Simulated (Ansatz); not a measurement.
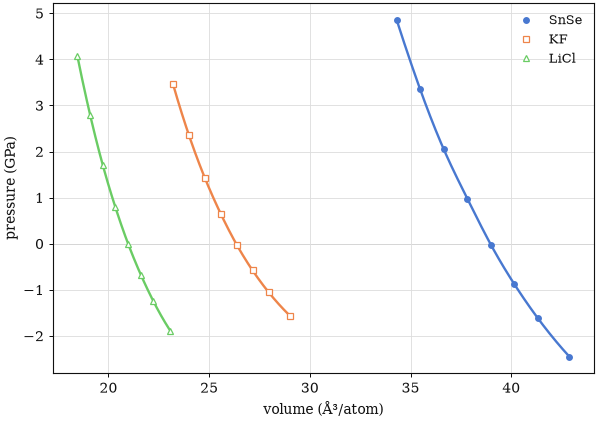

The figure shows the pressure against volume, with one curve for each compound, for KF, LiCl and SnSe (all in space group F-43m (No. 216)).

How it was computed, with Ansatz 0.2.0: third-order Birch-Murnaghan fit to density functional energies at scaled volumes of the given relaxed cell, shape and atoms relaxed at each volume; energies count from the fitted minimum; plane waves with PAW datasets, Γ-centred k mesh. Level: PBE, no spin polarisation.

- wave cutoff: 420 eV
- occupations: Gaussian

Settings that differ: SnSe: k mesh 10×10×10, smearing width 0.01 eV; KF: k mesh 8×8×8, smearing width 0.02 eV; LiCl: k mesh 8×8×8, smearing width 0.02 eV.

Order the curves by fitted equilibrium volume, smallest first.

LiCl 20.98, KF 26.34, SnSe 38.96 Å³/atom.

Order the curves by fitted bulk modulus, smallest first.

KF 20.3, LiCl 24.3, SnSe 30.4 GPa.

Caveats: a crossing between the sampled k points may be missed (SnSe); narrow smearing for a metal (SnSe).
